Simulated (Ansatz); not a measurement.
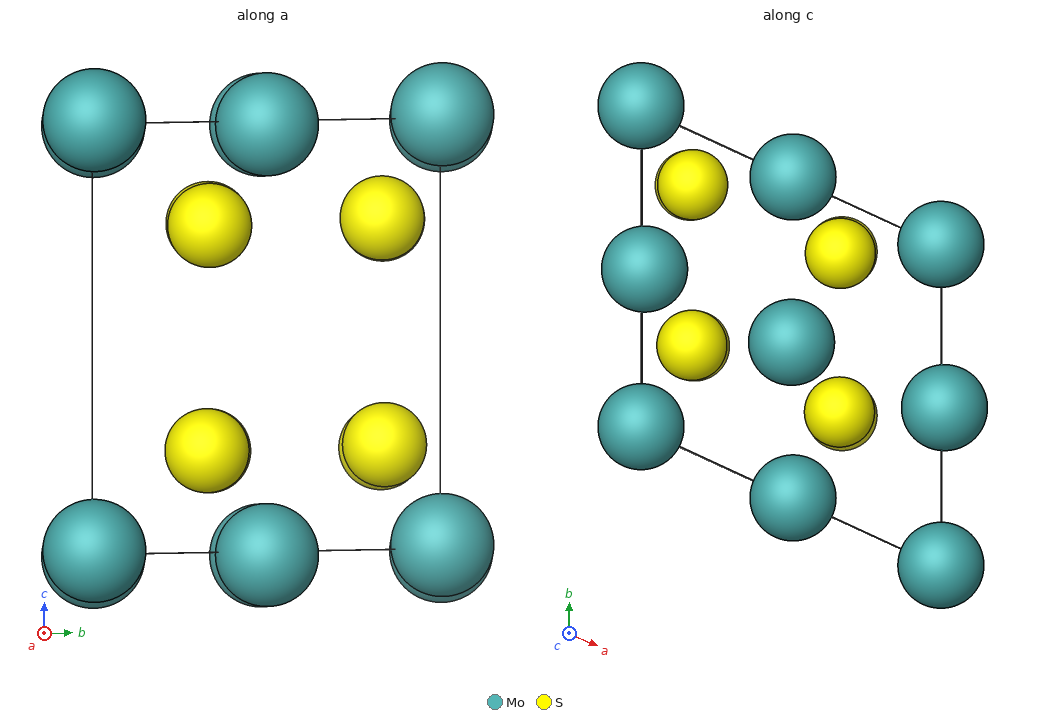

Crystal structure, spheres-only style, seen along the a axis and along the c axis. Atoms at the boundary of the simulation cell (the box) are drawn once for each face, edge or corner they touch.

Input deck:
```yaml
crystal:
  lattice:
    - [6.1423925692, 0.3293182715, 0.2703051098]
    - [-2.7859982958, 5.2680114707, -0.069988163]
    - [0.2852416196, 0.0794032636, 6.7144353586]
  atoms:
    - { symbol: Mo, position: [0.4987249734, 0.4855277988, -0.0087645852] }
    - { symbol: Mo, position: [0.5036400175, 0.0027222581, -0.0052768053] }
    - { symbol: Mo, position: [0.0087185805, 0.5020340899, -0.0080307714] }
    - { symbol: Mo, position: [-0.0032255976, 0.0058383203, 0.008324977] }
    - { symbol: S, position: [0.1747766229, 0.3343295714, 0.2362006546] }
    - { symbol: S, position: [0.1612382987, 0.8294033091, 0.2367710941] }
    - { symbol: S, position: [0.6668257089, 0.3298081304, 0.2365248312] }
    - { symbol: S, position: [0.6669388579, 0.8398135039, 0.2436619651] }
    - { symbol: S, position: [0.1664340949, 0.3327601574, 0.7638260633] }
    - { symbol: S, position: [0.1689262997, 0.834175853, 0.7674666181] }
    - { symbol: S, position: [0.6586798583, 0.337214484, 0.7593945643] }
    - { symbol: S, position: [0.6616556183, 0.8330391903, 0.7699013943] }
basis:
  ecutwfc: 420
kpoints:
  mp_grid: { grid: [6, 6, 4] }
hamiltonian:
  xc: pbe
  dispersion: d3bj
scf:
  occupations: { method: gaussian, width: 0.05 }
output:
  forces: true
  stress: true
  eigenvalues: true
  write_density: true
  write_potential: true
  elf: true
  volumetric_format: npy
```
Run as:
```sh
ansatz run input.yaml --threads 1 --pin off --max-ram 2560MiB --backend cpu --events-out ev --progress --plain --runs-dir out
```

The calculation used Ansatz, DFT PBE+D3(BJ), scalar-relativistic, plane waves, PAW, with plane waves to 420 eV, k-points on a 6×6×4 grid, Gaussian smearing of 0.05 eV, no spin polarisation.

Metal or not?

A semiconductor at this level, with a gap of 1.15 eV on the k-mesh (the true edges may lie between mesh points, so the gap can be somewhat smaller).

What is the computed pressure?

The computed pressure is 6.2 GPa (compressed: it would expand). The stress isn't hydrostatic: its largest component is 13.4 GPa.

It goes back to a structure listed in the Materials Project. The cell was then strained or its atoms displaced on purpose. It was the input of a calculation with Ansatz.

At this level of theory the cell isn't at rest (compressed, at 6 GPa and forces up to 3.5 eV/Å), so its distances can differ from those at equilibrium, the more so the softer the solid.
